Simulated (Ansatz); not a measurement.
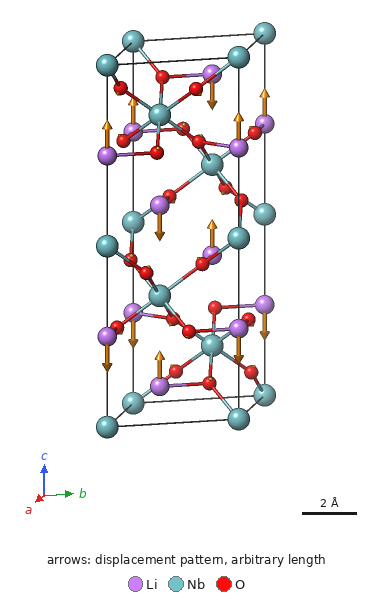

Normal modes of crystalline LiNbO3, space group R-3c (No. 167), at the zone centre. The optical levels lie at 215i, 117i (×2), 100i, 51, 184 (×2), 195 (×2), 288, 384 (×2), 389, 425 (×2), 426 (×2), 439 (×2), 470, 487 (×2), 518 (×2), 560 (×2), 883 cm⁻¹. One mode is drawn. The orange arrows are the displacements of the atoms (eigenvector over the root of the mass), of arbitrary overall length and sign. A ball-and-stick model of the conventional cell (3 times the calculation's cell), seen slightly off an axis. Lengths and directions refer to the drawn axes.

Theory: DFT r2SCAN, scalar-relativistic, plane waves, PAW (Ansatz 0.2.0). Set-up: plane-wave cutoff 500 eV; k-point mesh 6 × 6 × 6; occupations gaussian; smearing width 0.05 eV; no spin polarisation.

Frequencies are those without the non-analytic (LO–TO) term.

Q: Which of these frequencies is the drawn mode's?

A: The level at 100i cm⁻¹. This is the A₂g mode, optical level 3 of 17, counted from below, silent by symmetry (neither infrared- nor Raman-active). The Nb atoms stay at rest; atoms of one kind move against one another, with no net shift of any sublattice; the Li–O, Nb–O bond lengths don't change to first order, so for these it is a bending, tilting or sliding motion; the kinetic energy is shared as Li 93 %, O 7 %. The frequency is imaginary, so the structure is unstable against this distortion. Freezing in the drawn pattern lowers the space group from R-3c to R-3 (No. 148).
